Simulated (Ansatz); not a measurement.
C: geometry relaxation (part 1 of 2)

System: C (P6₃/mmc, 4 atoms in the cell).
Method: DFT, PBE, paw_fr, spin-orbit coupling (Ansatz 0.2.0).

The structure was built on a prototype by a generator; it need not be a known phase. Figures and captions count atoms from 1; the log counts them from 0 in places.

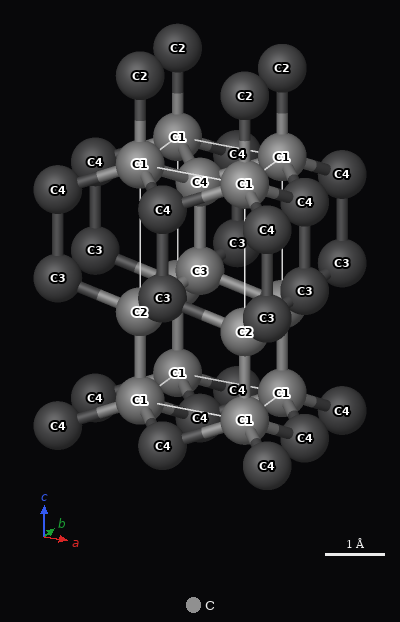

The starting structure (ball-and-stick view of the cell of the calculation, seen slightly off an axis; neighbours outside the cell are drawn fainter; atoms are numbered from 1 in the order of the input).

### Results in brief

- outcome: converged
- space group (tolerance 0.01 Å): P6₃/mmc (194)
- electrons treated: 16
- free energy: −1003.1353 eV
- Fermi energy: 15.161 eV
- gap on the k-point mesh: 3.35 eV
- net moment of the cell: 0.00 μB
- integrated absolute moment: 0.00 μB
- pressure: 0.00 GPa
- final volume: 22.84 Å³
- largest force (length of the vector) at the end: under 0.001 eV/Å
- final cell: a = 2.512 Å, b = 2.512 Å, c = 4.180 Å, α = 90.00°, β = 90.00°, γ = 120.00°
- hardware: 1 thread of Intel Xeon (Granite Rapids), 64 GiB of memory available, shared host
- wall time: 25 s
- peak memory: 0.47 GiB

### Remarks

Settings chosen away from the usual ones: hamiltonian.pseudopotentials set to {"kind": "paw_fr"}; magnetization set to {"noncollinear": true, "spin_orbit": true}; hamiltonian.xc set to pbe (from pbesol); basis.ecutwfc removed.

### Input file
```yaml
crystal:
  lattice:
    - [2.522066, 0.0, 0.0]
    - [-1.261033, 2.184173, 0.0]
    - [0.0, 0.0, 4.118517]
  atoms:
    - { symbol: C, position: [0.0, 0.0, 0.0] }
    - { symbol: C, position: [0.0, 0.0, 0.375] }
    - { symbol: C, position: [0.33333333, 0.66666667, 0.5] }
    - { symbol: C, position: [0.33333333, 0.66666667, 0.875] }
kpoints:
  mp_grid: { grid: [12, 12, 6] }
hamiltonian:
  xc: pbe
  pseudopotentials: { kind: paw_fr }
scf:
  occupations: { method: gaussian, width: 0.02 }
output:
  forces: true
  eigenvalues: true
  stress: true
relax:
  adjacent_minimum: "off"
  f_tol: 0.005
  max_steps: 80
  cell: { stress_tol: 0.05 }
magnetization:
  noncollinear: true
  spin_orbit: true
```

Launched with:
```bash
ansatz run input.yaml --threads 1 --pin off --max-ram 2560MiB --backend cpu --events-out ev --progress --plain --runs-dir out
```

### What the program printed
```
Engine: ansatz 0.2.0, x86_64-unknown-linux-gnu
Pseudopotentials: kind: paw_fr
Pseudopotential: C, paw_fr, valence charge 4, recommended cutoff 420 eV (normal), C.paw.azcp#standard-fr
Functional definition: PBE
  parameter kappa = 0.804
  parameter beta = 0.06672455060314922
  exchange = pbe_x(kappa = kappa, mu = beta*pi^2/3)
  correlation = pbe_c(beta = beta)
non-collinear run that drives no moment, with spin-orbit: no starting moment large enough to seed its density (crystal.atoms[].spin), no starting occupations that ask for one, no magnetisation constraint and no magnetic field, so the semilocal B_xc is pinned to zero
Crystal: 4 atoms, lattice volume = 22.687 Å³
Basis set: ecut = 420 eV, 451 PW (Γ), exchange–correlation on 36×36×60 points (8 copies of the dense FFT grid, shifted against one another)
Bands: 24, of which v1, the nominal top of the filled ones, is band 16 counted from 1 (15 counted from 0)
Symmetry: 24 space group operations + 24 with time reversal
Magnetic group: BNS 194.264 (UNI 1494), of the structure as read, at distance tolerance 2.8e-5 Å
k-points: 76 of 864
Projection manifold: j_resolved (fully-relativistic pseudo-atomic orbitals)
Non-local potential: C, projectors of the file, l = 0: 2, l = 1: 4, l = 2: 2
PAW form: soft (Blöchl's): semilocal exchange-correlation on the pseudo side does not see the compensation charge
PAW one-centre angular grid: C, 110 points (default); XC on 64 Gauss nodes
Initial density: superposition of atomic densities (chi_scale 0.1, normalization cell)
Initial wavefunctions: pseudopotential atomic-orbital guess
Functional: x = pbe(κ = 0.804, μ = 0.2195149727645171), c = pbe(β = 0.06672455060314922)
SCF iter   1: F=—  HF=-1004.144351 eV  |F-HF|=—  |Δ(HF+E_count)|=         —  Δρ=1.40e-1  dr2=3.20e0  dr2_m=0.00e0 (ungated)  ethr=3.10e-3  |M|=0.00e0 ∫|m|=0.00e0 μB  |m|>n=0.0e0 m-floor=0.0e0 τ_xc=0.0e0  β_m=0.30  ⟨swp⟩=6.3  Hψ=5064  notcnv=0
preconditioner: auto → none  [insulator: Δε(μ)=4.433 eV  Ē_g=17.081 eV  σ=0.020 eV  W_gap=1.00  n_scr=2 (ndim 8)  ℏωp=31.2 eV  f_vac=0.000  D(μ)=0.00/eV (n_scr^D=0)  ε∞_Penn≈4.3]
SCF iter   2: F=—  HF=-1003.445097 eV  |F-HF|=—  |Δ(HF+E_count)|=   6.99e-1  Δρ=8.90e-2  dr2=1.24e0  dr2_m=0.00e0 (ungated)  ethr=3.10e-3  |M|=0.00e0 ∫|m|=0.00e0 μB  |m|>n=0.0e0 m-floor=0.0e0 τ_xc=0.0e0  β_m=0.55  ⟨swp⟩=2.8  Hψ=1983  notcnv=0  defer=218
SCF iter   3: F=—  HF=-1003.109237 eV  |F-HF|=—  |Δ(HF+E_count)|=   3.36e-1  Δρ=7.42e-3  dr2=3.81e-3  dr2_m=0.00e0 (ungated)  ethr=3.10e-3  |M|=0.00e0 ∫|m|=0.00e0 μB  |m|>n=0.0e0 m-floor=0.0e0 τ_xc=0.0e0  β_m=0.73  ⟨swp⟩=2.2  Hψ=1624  notcnv=0  defer=218
SCF iter   4: F=—  HF=-1003.111413 eV  |F-HF|=—  |Δ(HF+E_count)|=   2.18e-3  Δρ=6.58e-4  dr2=3.07e-5  dr2_m=0.00e0 (ungated)  ethr=2.38e-5  |M|=0.00e0 ∫|m|=0.00e0 μB  |m|>n=0.0e0 m-floor=0.0e0 τ_xc=0.0e0  β_m=0.86  ⟨swp⟩=2.9  Hψ=1599  notcnv=0  defer=216
SCF iter   5: F=—  HF=-1003.111448 eV  |F-HF|=—  |Δ(HF+E_count)|=   3.51e-5  Δρ=4.20e-5  dr2=9.50e-8  dr2_m=0.00e0 (ungated)  ethr=6.25e-10  |M|=0.00e0 ∫|m|=0.00e0 μB  |m|>n=0.0e0 m-floor=0.0e0 τ_xc=0.0e0  β_m=0.93  ⟨swp⟩=10.2  Hψ=5682  notcnv=0
SCF iter   6: F=-1003.111448 eV  HF=-1003.111448 eV  |F-HF|=2.60e-10  |Δ(HF+E_count)|=   2.21e-7  Δρ=3.43e-6  dr2=1.38e-9  dr2_m=0.00e0 (ungated)  ethr=5.94e-10  |M|=0.00e0 ∫|m|=0.00e0 μB  |m|>n=0.0e0 m-floor=0.0e0 τ_xc=0.0e0  ⟨swp⟩=2.6  Hψ=3169  notcnv=0
SCF 1 converged in 6 iterations: F = -1003.111448 eV  dr2 = 1.38e-9
  greatest PAW one-centre occupation: 0.645 electrons in one spin orbital (limit 2), on the C atom at site 0 (counted from 0), in its partial waves of l = 0
relax step   1: F+E_penalty+E_count = -1003.11144795 eV  Δ(F+E_penalty+E_count) = +0.000e0 eV  max|allowed force component| = 4.229e-2 eV/Å  Δτ_max = 0.0000 Å  P = +3.203 GPa  Ω = 22.687 Å³  (6 SCF iters, dr2 threshold 1.00e-7 eV, accepted)
Crystal: 4 atoms, lattice volume = 22.774 Å³
Basis set: ecut = 420 eV, 429 PW (Γ), exchange–correlation on 36×36×60 points (8 copies of the dense FFT grid, shifted against one another)
Projection manifold: j_resolved (fully-relativistic pseudo-atomic orbitals)
Initial density: handed on by an earlier stage of this run
Initial wavefunctions: those handed on with the density
iter 1 solved again at ethr=1.06e-5 eV; its pass at ethr=3.10e-3 eV (dr2=1.70e-3 eV) is discarded
SCF iter   1: F=—  HF=-1003.125898 eV  |F-HF|=—  |Δ(HF+E_count)|=         —  Δρ=4.35e-3  dr2=1.57e-3  dr2_m=0.00e0 (ungated)  ethr=1.06e-5  |M|=0.00e0 ∫|m|=0.00e0 μB  |m|>n=0.0e0 m-floor=0.0e0 τ_xc=0.0e0  β_m=0.30  ⟨swp⟩=2.2  Hψ=6129  notcnv=0
preconditioner: auto → none  [insulator: Δε(μ)=3.055 eV  Ē_g=16.899 eV  σ=0.020 eV  W_gap=1.00  n_scr=2 (ndim 8)  ℏωp=31.1 eV  f_vac=0.000  D(μ)=0.00/eV (n_scr^D=0)  ε∞_Penn≈4.4]
SCF iter   2: F=—  HF=-1003.125732 eV  |F-HF|=—  |Δ(HF+E_count)|=   1.66e-4  Δρ=2.94e-3  dr2=6.54e-4  dr2_m=0.00e0 (ungated)  ethr=9.83e-6  |M|=0.00e0 ∫|m|=0.00e0 μB  |m|>n=0.0e0 m-floor=0.0e0 τ_xc=0.0e0  β_m=0.57  ⟨swp⟩=1.0  Hψ=912  notcnv=0
SCF iter   3: F=—  HF=-1003.125711 eV  |F-HF|=—  |Δ(HF+E_count)|=   2.10e-5  Δρ=2.72e-4  dr2=3.90e-6  dr2_m=0.00e0 (ungated)  ethr=4.09e-6  |M|=0.00e0 ∫|m|=0.00e0 μB  |m|>n=0.0e0 m-floor=0.0e0 τ_xc=0.0e0  β_m=0.77  ⟨swp⟩=2.5  Hψ=1515  notcnv=0
SCF iter   4: F=—  HF=-1003.125713 eV  |F-HF|=—  |Δ(HF+E_count)|=   2.33e-6  Δρ=2.61e-5  dr2=7.43e-8  dr2_m=0.00e0 (ungated)  ethr=2.50e-9  |M|=0.00e0 ∫|m|=0.00e0 μB  |m|>n=0.0e0 m-floor=0.0e0 τ_xc=0.0e0  β_m=0.79  ⟨swp⟩=6.5  Hψ=4436  notcnv=0
SCF iter   5: F=-1003.125713 eV  HF=-1003.125713 eV  |F-HF|=3.94e-10  |Δ(HF+E_count)|=   7.51e-9  Δρ=1.75e-6  dr2=2.69e-10  dr2_m=0.00e0 (ungated)  ethr=4.64e-10  |M|=0.00e0 ∫|m|=0.00e0 μB  |m|>n=0.0e0 m-floor=0.0e0 τ_xc=0.0e0  ⟨swp⟩=1.5  Hψ=2964  notcnv=0
SCF 2 converged in 5 iterations: F = -1003.125713 eV  dr2 = 2.69e-10
  greatest PAW one-centre occupation: 0.644 electrons in one spin orbital (limit 2), on the C atom at site 3 (counted from 0), in its partial waves of l = 0
relax step   2: F+E_penalty+E_count = -1003.12571334 eV  Δ(F+E_penalty+E_count) = -1.427e-2 eV  max|allowed force component| = 4.764e-1 eV/Å  Δτ_max = 0.0076 Å  P = +0.911 GPa  Ω = 22.774 Å³  energy of the carried Pulay correction = -5.664e-4 eV  (5 SCF iters, dr2 threshold 4.00e-7 eV, accepted)
Crystal: 4 atoms, lattice volume = 22.783 Å³
Basis set: ecut = 420 eV, 427 PW (Γ), exchange–correlation on 36×36×60 points (8 copies of the dense FFT grid, shifted against one another)
Projection manifold: j_resolved (fully-relativistic pseudo-atomic orbitals)
iter 1 solved again at ethr=3.89e-7 eV; its pass at ethr=3.10e-3 eV (dr2=6.22e-5 eV) is discarded
SCF iter   1: F=—  HF=-1003.132491 eV  |F-HF|=—  |Δ(HF+E_count)|=         —  Δρ=1.19e-3  dr2=7.27e-5  dr2_m=0.00e0 (ungated)  ethr=3.89e-7  |M|=0.00e0 ∫|m|=0.00e0 μB  |m|>n=0.0e0 m-floor=0.0e0 τ_xc=0.0e0  β_m=0.30  ⟨swp⟩=2.7  Hψ=5650  notcnv=0
preconditioner: auto → none  [insulator: Δε(μ)=3.213 eV  Ē_g=16.896 eV  σ=0.020 eV  W_gap=1.00  n_scr=2 (ndim 8)  ℏωp=31.1 eV  f_vac=0.000  D(μ)=0.00/eV (n_scr^D=0)  ε∞_Penn≈4.4]
SCF iter   2: F=—  HF=-1003.132499 eV  |F-HF|=—  |Δ(HF+E_count)|=   7.88e-6  Δρ=8.22e-4  dr2=3.26e-5  dr2_m=0.00e0 (ungated)  ethr=3.89e-7  |M|=0.00e0 ∫|m|=0.00e0 μB  |m|>n=0.0e0 m-floor=0.0e0 τ_xc=0.0e0  β_m=0.60  ⟨swp⟩=1.0  Hψ=912  notcnv=0
SCF iter   3: F=-1003.132512 eV  HF=-1003.132511 eV  |F-HF|=1.27e-7  |Δ(HF+E_count)|=   1.21e-5  Δρ=5.01e-5  dr2=1.07e-7  dr2_m=0.00e0 (ungated)  ethr=2.50e-9  |M|=0.00e0 ∫|m|=0.00e0 μB  |m|>n=0.0e0 m-floor=0.0e0 τ_xc=0.0e0  ⟨swp⟩=4.2  Hψ=4620  notcnv=0
SCF 3 converged in 3 iterations: F = -1003.132512 eV  dr2 = 1.07e-7
relax step   3: F+E_penalty+E_count = -1003.13251156 eV  Δ(F+E_penalty+E_count) = -6.798e-3 eV  max|allowed force component| = 2.194e-1 eV/Å  Δτ_max = 0.0036 Å  P = +0.910 GPa  Ω = 22.783 Å³  energy of the carried Pulay correction = -6.248e-4 eV  (3 SCF iters, dr2 threshold 4.00e-7 eV, accepted)
Crystal: 4 atoms, lattice volume = 22.833 Å³
Projection manifold: j_resolved (fully-relativistic pseudo-atomic orbitals)
iter 1 solved again at ethr=1.92e-6 eV; its pass at ethr=3.10e-3 eV (dr2=3.07e-4 eV) is discarded
SCF iter   1: F=—  HF=-1003.133996 eV  |F-HF|=—  |Δ(HF+E_count)|=         —  Δρ=1.59e-3  dr2=3.14e-4  dr2_m=0.00e0 (ungated)  ethr=1.92e-6  |M|=0.00e0 ∫|m|=0.00e0 μB  |m|>n=0.0e0 m-floor=0.0e0 τ_xc=0.0e0  β_m=0.30  ⟨swp⟩=2.4  Hψ=4957  notcnv=0
preconditioner: auto → none  [insulator: Δε(μ)=3.356 eV  Ē_g=16.870 eV  σ=0.020 eV  W_gap=1.00  n_scr=2 (ndim 8)  ℏωp=31.1 eV  f_vac=0.000  D(μ)=0.00/eV (n_scr^D=0)  ε∞_Penn≈4.4]
SCF iter   2: F=—  HF=-1003.133926 eV  |F-HF|=—  |Δ(HF+E_count)|=   7.04e-5  Δρ=1.02e-3  dr2=1.22e-4  dr2_m=0.00e0 (ungated)  ethr=1.92e-6  |M|=0.00e0 ∫|m|=0.00e0 μB  |m|>n=0.0e0 m-floor=0.0e0 τ_xc=0.0e0  β_m=0.55  ⟨swp⟩=1.0  Hψ=912  notcnv=0
SCF iter   3: F=—  HF=-1003.133891 eV  |F-HF|=—  |Δ(HF+E_count)|=   3.49e-5  Δρ=8.80e-5  dr2=6.30e-7  dr2_m=0.00e0 (ungated)  ethr=7.61e-7  |M|=0.00e0 ∫|m|=0.00e0 μB  |m|>n=0.0e0 m-floor=0.0e0 τ_xc=0.0e0  β_m=0.72  ⟨swp⟩=2.6  Hψ=1517  notcnv=0
SCF iter   4: F=-1003.133891 eV  HF=-1003.133891 eV  |F-HF|=2.50e-9  |Δ(HF+E_count)|=   2.53e-7  Δρ=1.02e-5  dr2=7.99e-9  dr2_m=0.00e0 (ungated)  ethr=2.50e-9  |M|=0.00e0 ∫|m|=0.00e0 μB  |m|>n=0.0e0 m-floor=0.0e0 τ_xc=0.0e0  ⟨swp⟩=5.0  Hψ=3667  notcnv=0
SCF 4 converged in 4 iterations: F = -1003.133891 eV  dr2 = 7.99e-9
  greatest PAW one-centre occupation: 0.644 electrons in one spin orbital (limit 2), on the C atom at site 1 (counted from 0), in its partial waves of l = 0
relax step   4: F+E_penalty+E_count = -1003.13389106 eV  Δ(F+E_penalty+E_count) = -1.379e-3 eV  max|allowed force component| = 8.463e-4 eV/Å  Δτ_max = 0.0030 Å  P = -0.010 GPa  Ω = 22.833 Å³  energy of the carried Pulay correction = -9.515e-4 eV  (4 SCF iters, dr2 threshold 4.00e-7 eV, accepted)
Projection manifold: j_resolved (fully-relativistic pseudo-atomic orbitals)
Initial wavefunctions: pseudopotential atomic-orbital guess (no wavefunctions were taken with the density)
iter 1 solved again at ethr=1.92e-8 eV; its pass at ethr=3.10e-3 eV (dr2=3.08e-6 eV) is discarded
SCF iter   1: F=—  HF=-1003.135246 eV  |F-HF|=—  |Δ(HF+E_count)|=         —  Δρ=1.49e-4  dr2=6.52e-7  dr2_m=0.00e0 (ungated)  ethr=1.92e-8  |M|=0.00e0 ∫|m|=0.00e0 μB  |m|>n=0.0e0 m-floor=0.0e0 τ_xc=0.0e0  β_m=0.30  ⟨swp⟩=3.5  Hψ=7736  notcnv=0
preconditioner: auto → none  [insulator: Δε(μ)=3.347 eV  Ē_g=16.870 eV  σ=0.020 eV  W_gap=1.00  n_scr=2 (ndim 8)  ℏωp=31.1 eV  f_vac=0.000  D(μ)=0.00/eV (n_scr^D=0)  ε∞_Penn≈4.4]
SCF iter   2: F=—  HF=-1003.135247 eV  |F-HF|=—  |Δ(HF+E_count)|=   7.34e-7  Δρ=1.04e-4  dr2=3.13e-7  dr2_m=0.00e0 (ungated)  ethr=4.07e-9  |M|=0.00e0 ∫|m|=0.00e0 μB  |m|>n=0.0e0 m-floor=0.0e0 τ_xc=0.0e0  β_m=0.64  ⟨swp⟩=1.0  Hψ=912  notcnv=0
SCF iter   3: F=—  HF=-1003.135248 eV  |F-HF|=—  |Δ(HF+E_count)|=   8.07e-7  Δρ=3.58e-6  dr2=6.39e-10  dr2_m=0.00e0 (ungated)  ethr=1.95e-9  |M|=0.00e0 ∫|m|=0.00e0 μB  |m|>n=0.0e0 m-floor=0.0e0 τ_xc=0.0e0  β_m=0.75  ⟨swp⟩=2.9  Hψ=1597  notcnv=0
SCF iter   4: F=-1003.135248 eV  HF=-1003.135248 eV  |F-HF|=6.82e-12  |Δ(HF+E_count)|=  8.26e-10  Δρ=2.70e-7  dr2=4.62e-12  dr2_m=0.00e0 (ungated)  ethr=1.00e-12  |M|=0.00e0 ∫|m|=0.00e0 μB  |m|>n=0.0e0 m-floor=0.0e0 τ_xc=0.0e0  ⟨swp⟩=4.9  Hψ=3308  notcnv=0
SCF 5 converged in 4 iterations: F = -1003.135248 eV  dr2 = 4.62e-12
  greatest PAW one-centre occupation: 0.644 electrons in one spin orbital (limit 2), on the C atom at site 2 (counted from 0), in its partial waves of l = 0
```
